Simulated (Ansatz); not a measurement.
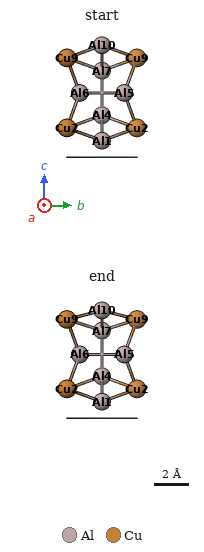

The structure of a slab of composition Al$_{3}$Cu$_{2}$ (cut from the I4/mcm phase) before (top) and after (bottom) a constrained relaxation, at one scale.

The picture is a ball-and-stick view of the cell of the calculation, outlined in the plane, without the vacuum, seen along the a axis.

Case: clean slab, lower half held. The slab is the (1 1 0) face of Al2Cu. 4 atoms are held fixed.

All numbers below come from DFT PBEsol, scalar-relativistic, plane waves, PAW in Ansatz 0.2.0. Set-up: plane-wave cutoff 420 eV; k-point mesh 7 × 7 × 1; occupations gaussian; smearing width 0.1 eV; no spin polarisation; dipole correction; atoms relaxed in a fixed cell; force threshold 0.03 eV/Å; at most 70 steps.

Q: What changed between the two?

A: Over 3 geometry steps the energy falls by 92.6 meV per cell of the calculation. The largest force component goes from 0.66 to 0.014 eV/Å. The largest move is that of an Al atom, 0.25 Å along the normal (−c). Largest moves by element: Al 0.25 Å, Cu 0.03 Å. The cell doesn't change. Some distances before and after: Al–Al 2.862 → 2.703 Å, Al–Al 2.701 → 2.768 Å, Al–Cu 2.557 → 2.499 Å, Al–Cu 2.557 → 2.529 Å. Among the angles between lasting bonds that change: Al–Al–Al 115.0° → 126.5°, Cu–Al–Cu 145.0° → 154.7°, Al–Al–Cu 103.7° → 109.4°. The run took 47 s on 4 threads of Arm Neoverse V2, with other jobs on the host, peak memory 1.1 GiB.
